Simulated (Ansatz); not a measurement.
```cif
data_structure
_symmetry_space_group_name_H-M 'P 1'
_symmetry_Int_Tables_number 1
_cell_length_a 5.4620
_cell_length_b 5.4620
_cell_length_c 5.4620
_cell_angle_alpha 90.000
_cell_angle_beta 90.000
_cell_angle_gamma 90.000
_cell_volume 162.95
loop_
_atom_site_label
_atom_site_type_symbol
_atom_site_fract_x
_atom_site_fract_y
_atom_site_fract_z
_atom_site_occupancy
Ca1 Ca 0.00000 0.00000 0.00000 1
Ca2 Ca 0.50000 0.50000 0.00000 1
Ca3 Ca 0.50000 0.00000 0.50000 1
Ca4 Ca 0.00000 0.50000 0.50000 1
F1 F 0.25000 0.25000 0.25000 1
F2 F 0.75000 0.75000 0.25000 1
F3 F 0.75000 0.25000 0.75000 1
F4 F 0.25000 0.75000 0.75000 1
F5 F 0.75000 0.25000 0.25000 1
F6 F 0.25000 0.75000 0.25000 1
F7 F 0.25000 0.25000 0.75000 1
F8 F 0.75000 0.75000 0.75000 1
```

Space group Fm-3m.

These are results of DFT r2SCAN, scalar-relativistic, plane waves, PAW (Ansatz 0.2.0), not measurements.

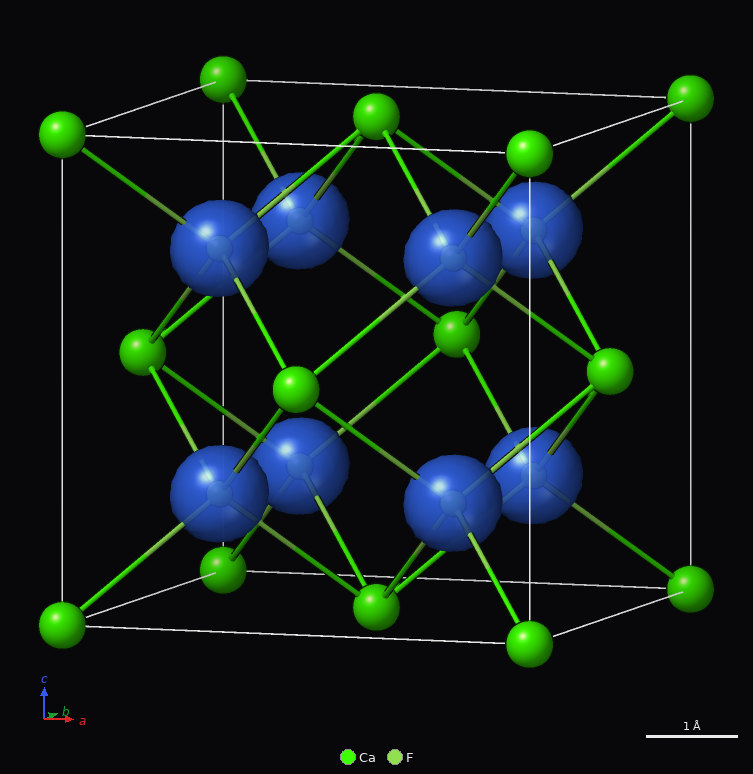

CaF₂. Density of the Kohn–Sham states from −21.3 to −20.3 eV about the valence-band maximum (a separate group of bands (semicore or deep states)), scaled to one electron a cell: blue surface at 0.2 1/Å³, in the conventional cell seen slightly off an axis.

Core electrons are frozen (PAW), so the fields are smoothed inside the atomic spheres.

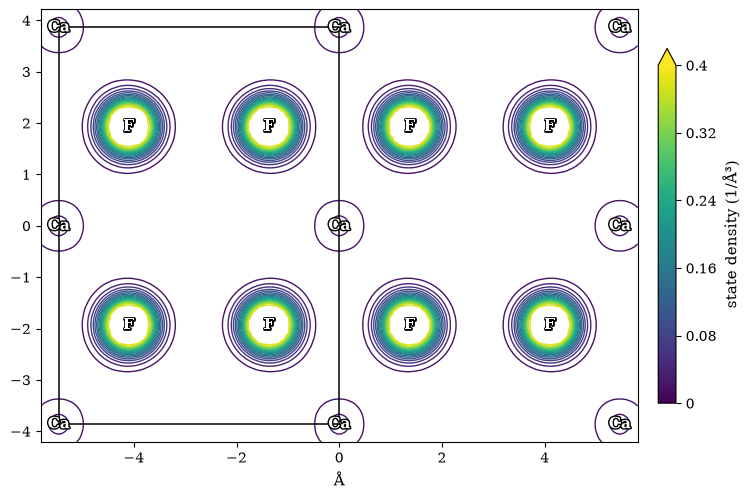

Second picture: a map on the (011) plane of the conventional cell.

> Which atoms and orbitals make up these states?

Löwdin projections on the PAW files' atomic orbitals give F 2s (90 %).
In space (atomic cells sized by Bader volumes) the density divides as F about 95 % and Ca little.
It nearly vanishes midway along the shortest Ca–F contact.
The group holds 4 electrons when full, in the cell of the calculation (3 atoms).
Little of the density lies between the atoms' surroundings.
